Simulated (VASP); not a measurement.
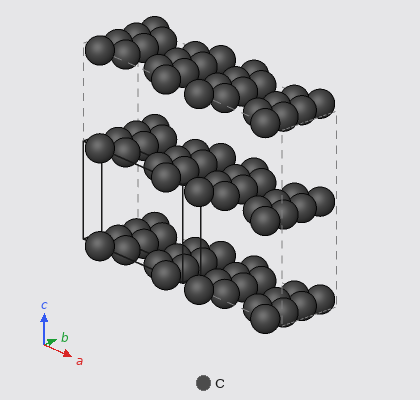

C, space group C2/m (No. 12), a = 4.255 Å, b = 2.457 Å, c = 3.765 Å, α = 90.00°, β = 111.49°, γ = 90.00°. Source: a cell listed in the Materials Project, as set up for an electronic-structure calculation. Forms under 0.4 % of the area are left out.

### Estimate the growth shape by the BFDH rule (face distance proportional to 1/d, absences counted).

The forms computed, by share of the surface:

```json
{"form": "{001}", "faces": "2", "d (Å)": "3.503", "share of area (%)": "40.1"}
{"form": "{110}", "faces": "4", "d (Å)": "2.087", "share of area (%)": "27.6"}
{"form": "{2 0 -1}", "faces": "2", "d (Å)": "2.080", "share of area (%)": "13.3"}
{"form": "{1 1 -1}", "faces": "4", "d (Å)": "1.968", "share of area (%)": "12.4"}
{"form": "{200}", "faces": "2", "d (Å)": "1.979", "share of area (%)": "6.7"}
```

Widths along a, b and c stand as 1.00 : 1.11 : 0.83.

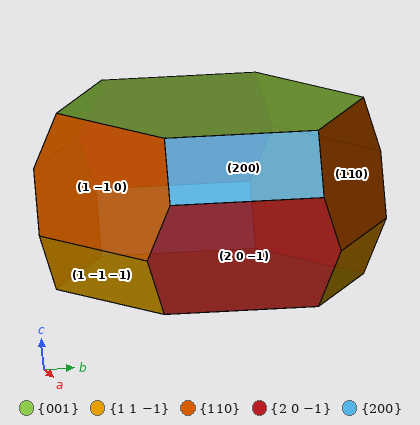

The computed shape, faces indexed. The rule is geometric and ignores bonding and growth conditions.
